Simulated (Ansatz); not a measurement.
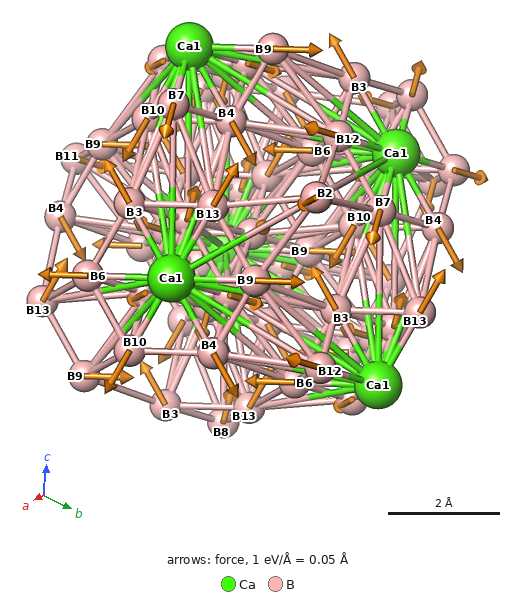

Starting geometry of solid CaB₁₂ (a generated structure, set up in Im-3m) (coarse preliminary run) with the computed forces as orange arrows. Style: ball-and-stick. Shown: the atoms within 4.2 Å of the atom that moves most (axes of the cell of the calculation), slightly off an axis.

Theory: DFT PBE, scalar-relativistic, plane waves, PAW (Ansatz 0.2.0).

Input
```yaml
crystal:
  lattice:
    - [-2.48261008, 2.48261008, 2.48261008]
    - [2.48261008, -2.48261008, 2.48261008]
    - [2.48261008, 2.48261008, -2.48261008]
  atoms:
    - { symbol: Ca, position: [0.0, 0.0, 0.0] }
    - { symbol: B, position: [0.55702922, 0.77851461, 0.77851461] }
    - { symbol: B, position: [0.0, 0.77851461, 0.22148539] }
    - { symbol: B, position: [0.0, 0.22148539, 0.77851461] }
    - { symbol: B, position: [0.44297078, 0.22148539, 0.22148539] }
    - { symbol: B, position: [0.77851461, 0.55702922, 0.77851461] }
    - { symbol: B, position: [0.22148539, 0.0, 0.77851461] }
    - { symbol: B, position: [0.77851461, 0.0, 0.22148539] }
    - { symbol: B, position: [0.22148539, 0.44297078, 0.22148539] }
    - { symbol: B, position: [0.77851461, 0.77851461, 0.55702922] }
    - { symbol: B, position: [0.77851461, 0.22148539, 0.0] }
    - { symbol: B, position: [0.22148539, 0.77851461, 0.0] }
    - { symbol: B, position: [0.22148539, 0.22148539, 0.44297078] }
basis:
  ecutwfc: 420
kpoints:
  mp_grid: { grid: [6, 6, 6] }
hamiltonian:
  xc: pbe
scf:
  occupations: { method: gaussian, width: 0.1 }
  lower_state_search: "off"
output:
  forces: true
  stress: true
  eigenvalues: true
relax:
  adjacent_minimum: "off"
  f_tol: 0.04
  max_steps: 70
  cell: { stress_tol: 0.4 }
```

Command:
```bash
ansatz run input.yaml --threads 1 --pin off --max-ram 2048MiB --backend cpu --events-out ev --progress --plain --runs-dir out
```

Is this structure relaxed? If not, where do the atoms go?

It isn't relaxed: the largest force vector, on B atoms, is 18.83 eV/Å. The atoms end up moving mostly along the starting forces (cosine between the two patterns 1.00). The energy falls by 70.155 eV per cell of the calculation in 12 accepted moves (15 points after the start). Largest force component: 13 eV/Å at the start, 0.00098 eV/Å at the end. Pressure: 356.26 GPa at the start and −0.08 GPa at the end. The line search rejected the trial step at point 10 of the run. The SCF was repeated twice at an unchanged geometry on a basis and grid sized afresh for the cell, which shifted the energy by 0.828 eV per cell of the calculation at most. The largest moves relative to the cell, 1.10 Å, are those of 12 atoms (B2, B3, B4, B5 and others). B5 goes along [2 1 1]. Ca stays in place. The volume changes by +81.2 %, with a = b = c 4.300 → 5.242 Å (+21.9 %). Among the contacts that change: B10–B11 2.199 → 4.232 Å, Ca1–B10 1.555 → 2.993 Å, B2–B10 1.555 → 2.993 Å, B10–B11 (another image) 2.766 → 1.821 Å. Bonds break: B2–B10 (1.56 → 2.99 Å), B2–B11 (1.56 → 2.99 Å), B2–B6 (1.56 → 2.99 Å), B2–B8 (1.56 → 2.99 Å). Bond angles that change, for instance: B7–B2–B13 106.8° → 166.4°, Ca1–B2–B7 126.6° → 83.2°, B7–B2–B9 88.8° → 62.1°. The space group stays Im-3m (No. 229). The run took 40 s on 1 thread of Intel(R) Xeon(R) Platinum 8488C (Sapphire Rapids), on a shared host, peak memory 0.45 GiB.
